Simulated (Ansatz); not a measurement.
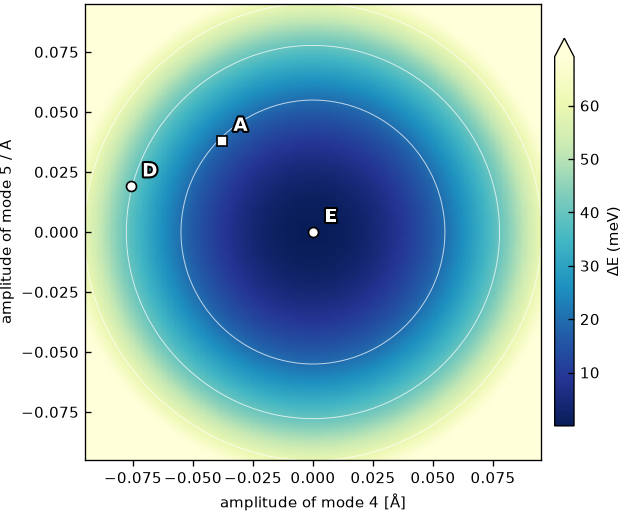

AlNi (Pm-3m, No. 221; 2 atoms in the cell). 
- The energy is mapped over two normal modes frozen in (zone-centre modes of the 2-atom cell of this scan).
- The first coordinate is: amplitude of mode 4 (302 cm⁻¹), largest displacement; the second: amplitude of mode 5 (302 cm⁻¹), largest displacement.
- Nothing is relaxed (the cell and all other modes fixed).
- The scan uses an 11 × 11 grid; 21 points were computed and 100 follow by symmetry.
- Points are written as (first, second).
- All energies are given in meV per cell relative to the lowest grid point.
- The runs have no spin polarisation; a magnetic state may lie lower.
- Method: DFT PBEsol, scalar-relativistic, plane waves, PAW in Ansatz. Settings: cutoff 520 eV, k-mesh 16×16×16, gaussian smearing 0.15 eV, no spin polarisation.

In the figure: a smooth colour map with a few white contour lines, one colour for all values above the top of the scale, lettered points. Between grid points the surface is interpolated.

Question: Rank the lettered points by energy, lowest first.

Answer: E (0 meV), A (19 meV), D (41 meV).

Question: What kind of point is each of A, D, E: minimum, saddle, maximum or slope?

Answer: A: on a slope; D: on a slope; E: minimum. (In these two coordinates alone; a stationary point may lie a little off the grid point.)

PAW datasets: the set soft_1.
